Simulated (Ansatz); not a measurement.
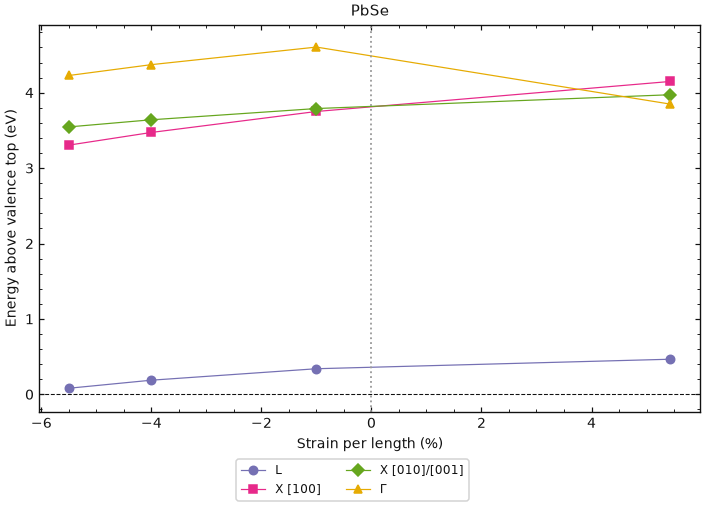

Lowest conduction level at each named k point, counted from the valence-band top at L. One run is left out (dotted line).

System: rocksalt PbSe, space group Fm-3m (No. 225), 2 atoms in the primitive cell, relaxed with r2SCAN; unstrained, cubic a = 6.177 Å. The cell is strained along x with the other two lengths held; symmetry fixes the atoms. Points keep the names of the unstrained cell; those that the strain makes unlike carry their directions on the cubic axes x, y, z. Method: PBE, Ansatz PAW set, no spin polarisation, no spin-orbit coupling, 8×8×8 k mesh, 420 eV cutoff, Fermi-Dirac smearing of 0.02 eV (Ansatz).

| strain | L (eV) | X [100] (eV) | X [010]/[001] (eV) | Γ (eV) |
| --- | --- | --- | --- | --- |
| −5.49 % | 0.08 | 3.31 | 3.55 | 4.23 |
| −4 % | 0.19 | 3.47 | 3.64 | 4.37 |
| −1 % | 0.34 | 3.75 | 3.79 | 4.60 |
| +5.43 % | 0.47 | 4.15 | 3.97 | 3.85 |

### What does the missing run, at 0 %, give?

Fits through the other points give 0.38 eV at L, 3.83 eV at X [100], 3.83 eV at X [010]/[001] and 4.57 eV at Γ (parabolas). The run itself gives 0.37, 3.83, 3.83 and 4.67 eV; the largest miss is 0.10 eV, at Γ.

### How does the strain split the X points of the conduction band?

Unstrained, the X points are equivalent. At −5.49 % the lowest conduction level is 3.31 eV at X [100] and 3.55 eV at X [010]/[001] above the valence top, a splitting of 0.24 eV, or 44 meV for each 1 % of strain on average.

Spin-orbit coupling is left out, which matters for Pb and Se and can close so small a gap.
